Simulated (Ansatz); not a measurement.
HfN

Input file:

```
crystal:
  lattice:
    - [3.43321, 0.0, 0.0]
    - [-1.7166, 2.97324, 0.0]
    - [0.0, 0.0, 3.96982]
  atoms:
    - { symbol: Hf, position: [0.0, 0.0, 0.5] }
    - { symbol: "N", position: [0.0, 0.0, 0.0] }
hamiltonian:
  xc: blyp
  pseudopotentials: { kind: paw }
kpoints:
  mp_grid: { grid: [9, 9, 7] }
  band_path:
    path:
      - [[0.0, 0.0, 0.0], [0.5, 0.0, 0.0], [0.3333333333, 0.3333333333, 0.0], [0.0, 0.0, 0.0], [0.0, 0.0, 0.5], [0.5, 0.0, 0.5], [0.3333333333, 0.3333333333, 0.5], [0.0, 0.0, 0.5]]
      - [[0.5, 0.0, 0.5], [0.5, 0.0, 0.0]]
      - [[0.3333333333, 0.3333333333, 0.0], [0.3333333333, 0.3333333333, 0.5]]
    npoints: 14
scf:
  occupations: { method: fermi_dirac, width: 0.05 }
  n_extra_bands: 6
output:
  forces: true
  stress: true
  eigenvalues: true
  fatbands: true
  write_density: true
  write_potential: true
  elf: true
  volumetric_format: npy
```

Launched as:

```sh
ansatz run input.yaml --threads 2 --pin off --max-ram 5632MiB --backend cpu --events-out ev --progress --plain --runs-dir out
```

Below, planes, directions and counts refer to the conventional cell (a = 3.43 Å, b = 3.43 Å, c = 3.97 Å, α = 90.00°, β = 90.00°, γ = 120.00°).

Space group P6/mmm; a generated structure, not necessarily the stable one; computed pressure about 4 GPa in this cell.

Theory: Kohn-Sham DFT of a periodic cell, BLYP, Ansatz PAW in Ansatz 0.2.0.

Core electrons are frozen (PAW), and the valence fields are smoothed inside the atomic spheres.

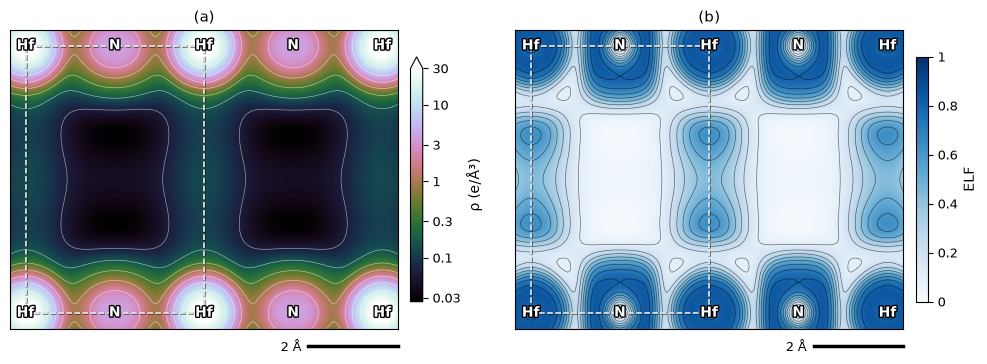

Figure 1. (a) valence charge density (pseudo); (b) ELF on the (110) plane of the conventional cell.

Question: Read the bonding off the picture.

Answer: Atoms in the plane: Hf and N. Hf–N (1.98 Å): ρ is about 1.1 e/Å³ halfway, with its minimum of 0.99 e/Å³ about 1.1 Å from Hf; the ELF peaks at about 0.85 in the valence shell of N, 0.6 Å from its nucleus, and drops to about 0.25 between the two atoms: no localised pair shows between them. Between the atoms the lowest density in this plane is 0.03 e/Å³. The features right at Hf lie inside the PAW spheres, where the map follows smoothed inner orbitals and isn't to be read closely.

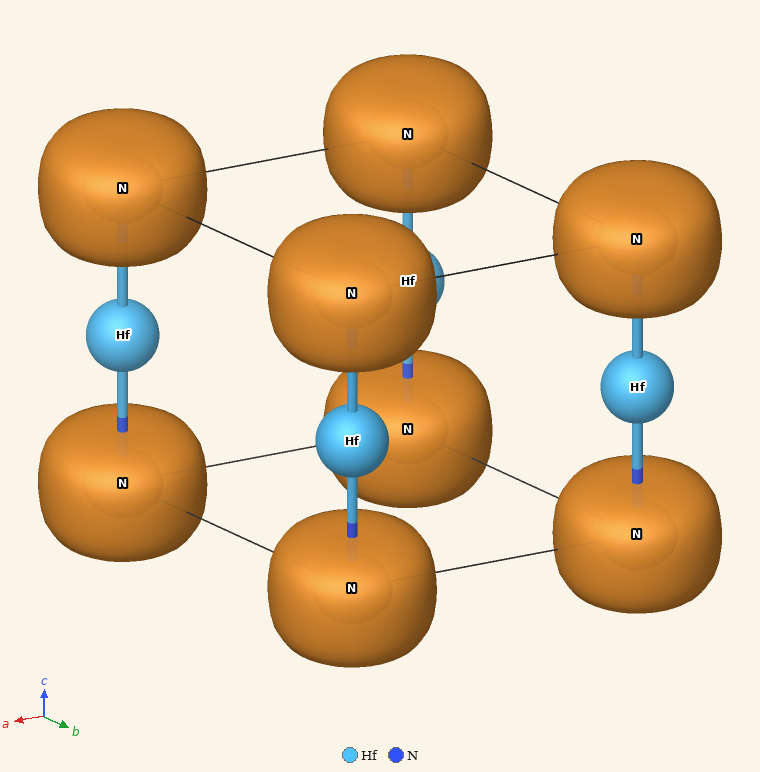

Figure 2. Isosurface of the electron localisation function at 0.7 (orange), seen at an oblique angle. Core shells and regions of very low density are left out. Sticks mark near contacts.

Question: What do the ELF domains correspond to?

Answer: The surface consists of one region wrapped around N (its valence shell), counted in one cell of 2 atoms. Any copies at cell faces, edges or corners count once.

Question: Metal or insulator at this level of theory?

Answer: It is metallic or semimetallic at this level of theory: no gap opens.
